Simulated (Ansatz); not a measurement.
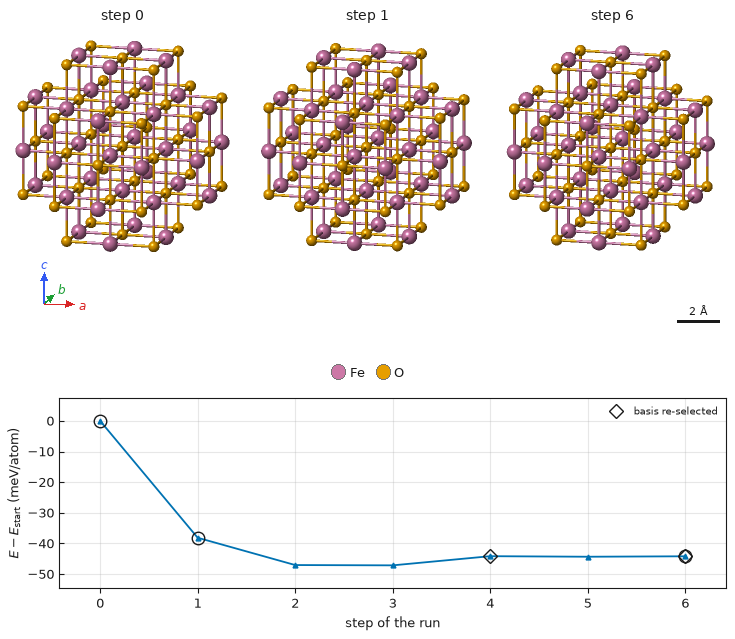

Frames of a relaxation of solid FeO (set up in Fm-3m), marked on the history of the run. Style: ball-and-stick. Shown: the conventional cell (4 times the calculation's cell), slightly off an axis. Lengths and directions refer to the drawn axes.

The run lets cell and atoms move.

Level of theory: Kohn-Sham DFT of a periodic cell, LDA, Ansatz PAW (Ansatz).

The input:
```yaml
crystal:
  lattice:
    - [0.0, 2.1554, 2.1554]
    - [2.1554, 0.0, 2.1554]
    - [2.1554, 2.1554, 0.0]
  atoms:
    - { symbol: Fe, position: [0.0, 0.0, 0.0], spin: 3.0 }
    - { symbol: O, position: [0.5, 0.5, 0.5] }
hamiltonian:
  xc: lda
  pseudopotentials: { kind: paw }
magnetization:
  spin_polarized: true
kpoints:
  mp_grid: { grid: [8, 8, 8] }
scf:
  occupations: { method: fermi_dirac, width: 0.05 }
output:
  forces: true
  stress: true
  eigenvalues: true
relax:
  f_tol: 0.01
  max_steps: 40
  cell: { stress_tol: 0.05 }
```

Run as
```bash
ansatz run input.yaml --threads 2 --pin off --max-ram 5632MiB --backend cpu --events-out ev --progress --plain --runs-dir out
```

Describe the path.

The atoms keep their places relative to the cell (all moves are under 0.005 Å). The drawn cell changes as follows: a = b = c 4.311 → 4.181 Å (−3.0 %); the volume changes by −8.8 %. Near-neighbour distances that change, for instance: Fe–O 2.155 → 2.090 Å. The space group stays Fm-3m (No. 225). After 4 accepted moves (6 points after the start) the energy has fallen by 44.2 meV per atom. All forces vanish by symmetry, so only the cell relaxes. The pressure goes from −15.58 to 0.01 GPa. At 2 points the geometry stayed and the basis and grid were re-selected for the new cell (energy shift of 3.0 meV per atom at most each time). The run took 5.4 s on 2 threads of Arm Neoverse V2 (shared host), peak memory 0.29 GiB. From step 0 to 1: volume −5.1 %, energy −38.1 meV per atom. From step 1 to 6: volume −3.9 %, energy −6.1 meV per atom.

Limits of the set-up: only the magnetic order of this start and cell was tried (total moment 3.8 μB per cell).
